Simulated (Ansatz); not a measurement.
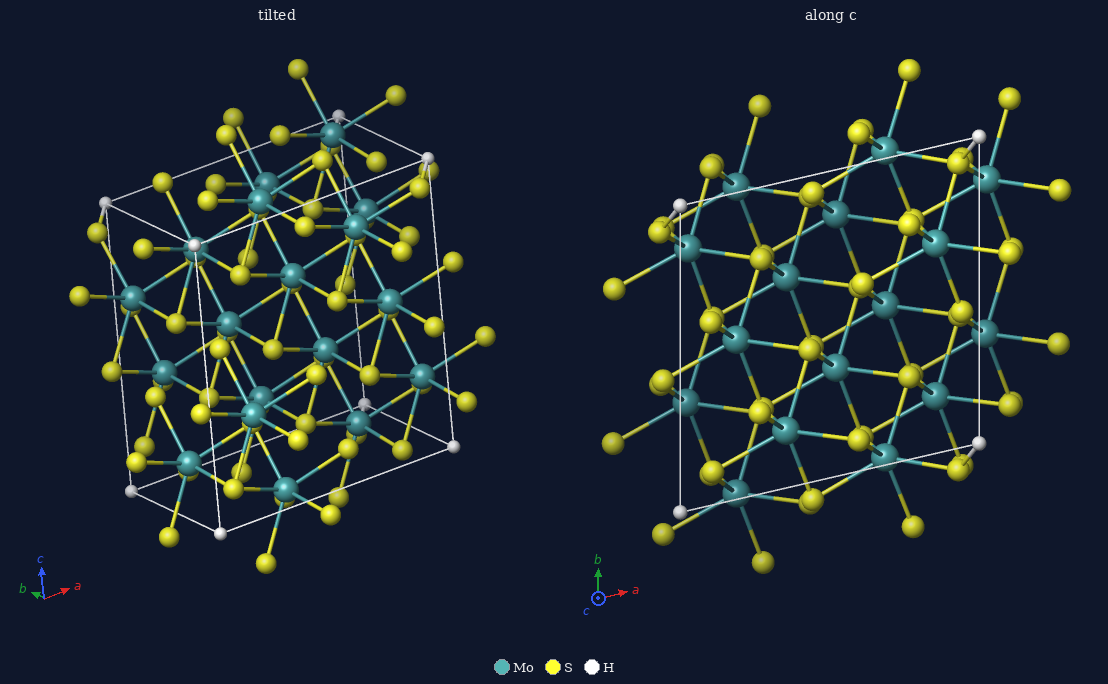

An orthographic ball-and-stick view of the structure, slightly off an axis and along the c axis. Atoms at the boundary of the simulation cell (the box) are drawn once for each face, edge or corner they touch. A few atoms beyond the faces are included.

Characterise what is shown.

The formula is Mo$_{12}$HS$_{24}$. The structure is triclinic, space group P1. With Z = 1, the cell contains 12 Mo, 1 H, 24 S. The Mo atoms are each bonded to six S in a trigonal prismatic arrangement. The coordination shell of H holds one S. Not all metal-metal contacts are counted. The bonds build Mo12HS24 layers parallel to (111).

Origin of the cell: a structure listed in the Materials Project, repeated into a supercell with a point defect put in. The atoms were relaxed in a fixed cell with DFT PBE+D3(BJ), scalar-relativistic, plane waves, PAW (Ansatz 0.2.0).
